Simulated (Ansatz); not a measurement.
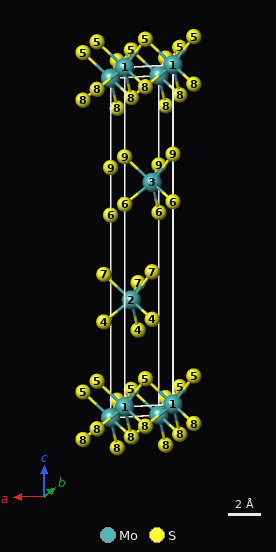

This is a crystal of MoS2 (set up in R3m). Style: ball-and-stick. Shown: the cell of the calculation, from a free direction.

All numbers below come from DFT PBE, scalar-relativistic, plane waves, PAW in Ansatz. Set-up: plane-wave cutoff 420 eV; k-point mesh 12 × 12 × 2; occupations gaussian; smearing width 0.02 eV; no spin polarisation.

Change: Equal strain along all axes, +2.0 %, is applied. The cell is then held and the atoms relaxed.

The input:
```yaml
crystal:
  lattice:
    - [3.2488801858, 0.0, 0.0]
    - [-1.6244400929, 2.8136127748, 0.0]
    - [0.0, 0.0, 22.7613049283]
  atoms:
    - { symbol: Mo, position: [0.0, 0.0, 0.0002221484] }
    - { symbol: Mo, position: [0.6666666667, 0.3333333333, 0.3335554817] }
    - { symbol: Mo, position: [0.3333333333, 0.6666666667, 0.666888815] }
    - { symbol: S, position: [0.3333333333, 0.6666666667, 0.2646885933] }
    - { symbol: S, position: [0.6666666667, 0.3333333333, 0.0690882583] }
    - { symbol: S, position: [0.0, 0.0, 0.5980219266] }
    - { symbol: S, position: [0.3333333333, 0.6666666667, 0.4024215917] }
    - { symbol: S, position: [0.6666666667, 0.3333333333, 0.93135526] }
    - { symbol: S, position: [0.0, 0.0, 0.735754925] }
basis:
  ecutwfc: 420
kpoints:
  mp_grid: { grid: [12, 12, 2] }
hamiltonian:
  xc: pbe
scf:
  occupations: { method: gaussian, width: 0.02 }
output:
  forces: true
  stress: true
  eigenvalues: true
relax:
  adjacent_minimum: "off"
  f_tol: 0.008
  max_steps: 40
```

Launched with:
```bash
ansatz run input.yaml --threads 1 --pin off --max-ram 2560MiB --backend cpu --events-out ev --progress --plain --runs-dir out
```

> What does the calculation give for the changed structure?

Cell: a = b 3.185 → 3.249 Å (+2.0 %), c 22.315 → 22.761 Å (+2.0 %). Volume +6.1 %. The largest moves relative to the cell, 0.052 Å, are those of S4, S5, S6, S7, S8 and S9. S8 goes along +c. Mo stays in place. Near-neighbour distances before and after: Mo–S 2.413 → 2.428 Å. The space group stays R3m (No. 160). Energy change: +11.7 meV per atom. Pressure: 0.0 GPa before, −2.7 GPa after. The principal stresses (compression positive) are 0.0 GPa along c and −4.0 GPa across it. The gap on the k-mesh goes from 1.45 to 1.04 eV.

The changed structure in the same view:

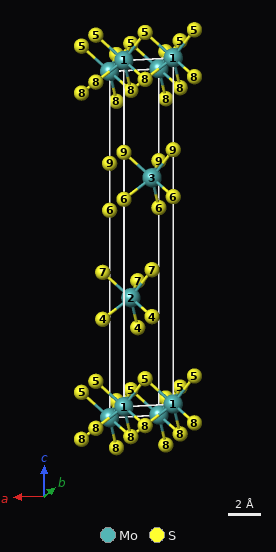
